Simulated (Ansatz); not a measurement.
System: W₁₃Se₂₈ (cell charge −1, with a compensating background) (cell with a defect).

```
W Se
1.0
     8.30247   -2.87606    0.00000
    -6.64197   -5.75212    0.00000
     0.00000    0.00000  -15.04383
W Se
13 28
Direct
  0.61456 0.51970 0.25000
  0.19701 0.23513 0.25000
  0.90514 0.38544 0.25000
  0.48030 0.09486 0.25000
  0.03812 0.80299 0.25000
  0.76487 0.96188 0.25000
  0.09524 0.61903 0.75000
  0.38097 0.47621 0.75000
  0.95236 0.19048 0.75000
  0.66667 0.33333 0.75000
  0.23812 0.04764 0.75000
  0.80952 0.76188 0.75000
  0.52379 0.90476 0.75000
  0.09082 0.61989 0.13921
  0.38011 0.47093 0.13921
  0.96105 0.19875 0.13913
  0.66667 0.33333 0.13862
  0.23770 0.03895 0.13913
  0.80125 0.76230 0.13913
  0.52907 0.90918 0.13921
  0.33333 0.66667 0.63825
  0.61897 0.52377 0.63827
  0.19055 0.23816 0.63829
  0.90480 0.38103 0.63827
  0.47623 0.09520 0.63827
  0.04761 0.80945 0.63829
  0.76184 0.95239 0.63829
  0.09082 0.61989 0.36079
  0.38011 0.47093 0.36079
  0.96105 0.19875 0.36087
  0.66667 0.33333 0.36138
  0.23770 0.03895 0.36087
  0.80125 0.76230 0.36087
  0.52907 0.90918 0.36079
  0.33333 0.66667 0.86175
  0.61897 0.52377 0.86173
  0.19055 0.23816 0.86171
  0.90480 0.38103 0.86173
  0.47623 0.09520 0.86173
  0.04761 0.80945 0.86171
  0.76184 0.95239 0.86171
```

Spin-polarised.

Method: Ansatz, DFT PBE, scalar-relativistic, plane waves, PAW.

Question: What can the converged valence pseudo-density and electron localisation function tell about the bonding?

Answer: W–Se (2.52 Å): ρ at the midpoint is about 0.58 e/Å³; the ELF is about 0.55 at the midpoint.

Question: Metal or insulator at this level of theory?

Answer: It is gapless in this calculation (a metal or semimetal).

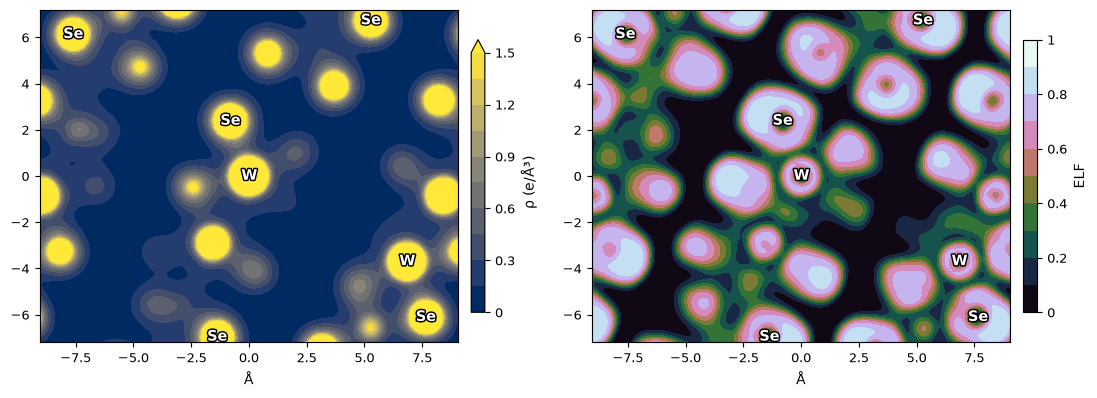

Computed valence pseudo-density and electron localisation function on the (111) plane of the calculation cell, in this order. Atoms just off the plane (W, 0.4 Å away and Se, 0.4 Å away) can leave unmarked features too.

Core electrons are frozen (PAW), and the valence fields are smoothed inside the atomic spheres.
